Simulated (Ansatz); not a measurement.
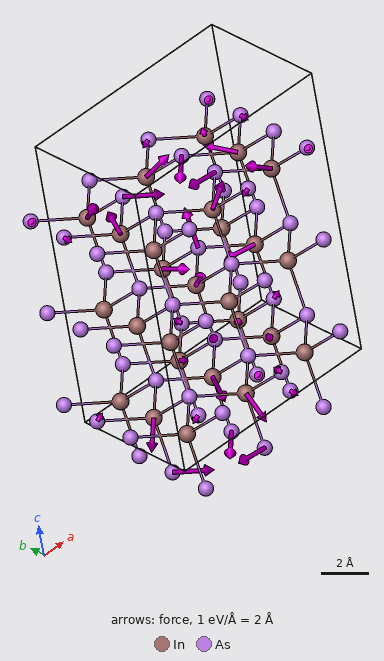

Starting geometry of a defect cell of composition In$_{26}$As$_{27}$ (cell charge −3) with the computed forces as purple arrows. The picture is a ball-and-stick view of the cell of the calculation (origin shifted), seen slightly off an axis.

All numbers below come from Ansatz, DFT, PBE, plane-wave PAW, default files, scalar-relativistic. Settings: plane-wave cutoff 420 eV; k-point mesh 2 × 2 × 2; occupations fermi dirac; smearing width 0.01 eV; no spin polarisation; atoms relaxed in a fixed cell; force threshold 0.03 eV/Å; at most 40 steps.

### Is this structure relaxed? If not, where do the atoms go?

It isn't relaxed: the largest force vector, on As atoms, is 0.98 eV/Å. The atoms end up moving mostly along the starting forces (cosine between the two patterns 0.88). The largest moves, 0.47 Å, are those of As atoms. Largest moves by element: As 0.47 Å, In 0.18 Å. The cell stays as it was. Near-neighbour distances that change, for instance: As–In 2.614 → 2.659 Å, As–In 2.614 → 2.629 Å. Among the angles between lasting bonds that change: As–In–As 109.5° → 123.9°, In–As–In 109.5° → 98.0°, In–As–In 109.5° → 118.4°. The energy falls by 1.843 eV per cell of the calculation in 3 accepted moves (4 points after the start). The largest force component goes from 0.67 to 0.026 eV/Å. 1 step only repeated the SCF at the same geometry. Cost: 3.1 min on 4 threads of Intel(R) Xeon(R) Platinum 8375C CPU @ 2.90GHz (Ice Lake), with other jobs on the host, peak memory 6.3 GiB.

Limits of the set-up: the cell is charged, on a uniform background, and energies carry no finite-size correction.
